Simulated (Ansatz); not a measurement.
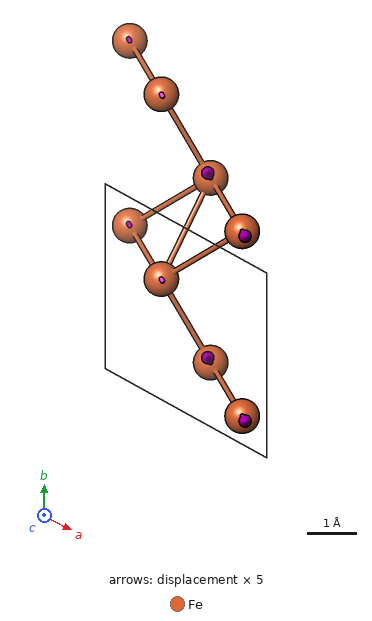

This is a relaxation of a crystal of Fe (built on the alpha-gallium_64 type) (coarse preliminary run). The starting structure is drawn; purple arrows show the displacements (the part carried along by the change of the cell is left out), 5 times their true length.

A ball-and-stick model of the cell of the calculation, repeated 1 × 2 × 1 with one cell outlined, seen along the c axis.

Case: alpha-gallium type (Cmce, No. 64).

The calculation used Ansatz, DFT PBE, scalar-relativistic, plane waves, PAW. Settings: plane-wave cutoff 420 eV; k-point mesh 6 × 6 × 4; occupations gaussian; smearing width 0.1 eV; collinear spin; cell and atoms relaxed; force threshold 0.04 eV/Å; at most 70 steps.

What happened in the run?

The energy falls by 316 meV per atom in 8 accepted moves (10 points after the start). The largest force component goes from 0.53 to 0.0042 eV/Å. Pressure: −3.69 GPa at the start and 0.06 GPa at the end. At 2 points the geometry stayed and the basis and grid were re-selected for the new cell (energy shift of 4.2 meV per atom at most each time). The largest moves relative to the cell, 0.28 Å, are those of Fe atoms. The drawn cell changes as follows: a = b 3.815 → 4.067 Å (+6.6 %), c 3.882 → 3.510 Å (−9.6 %), γ 118.9° → 128.6°; the volume changes by −8.3 %. Among the contacts that change: Fe–Fe 3.204 → 2.488 Å, Fe–Fe 2.352 → 2.488 Å, Fe–Fe 2.402 → 2.306 Å, Fe–Fe 2.095 → 2.179 Å. The space group (tolerance 0.01 Å) goes from Cmce (No. 64) to Fmmm (No. 69). The program noted that the starting moments weren't kept.

Limits of the set-up: the k-point mesh is coarse for a cell with partly filled bands.
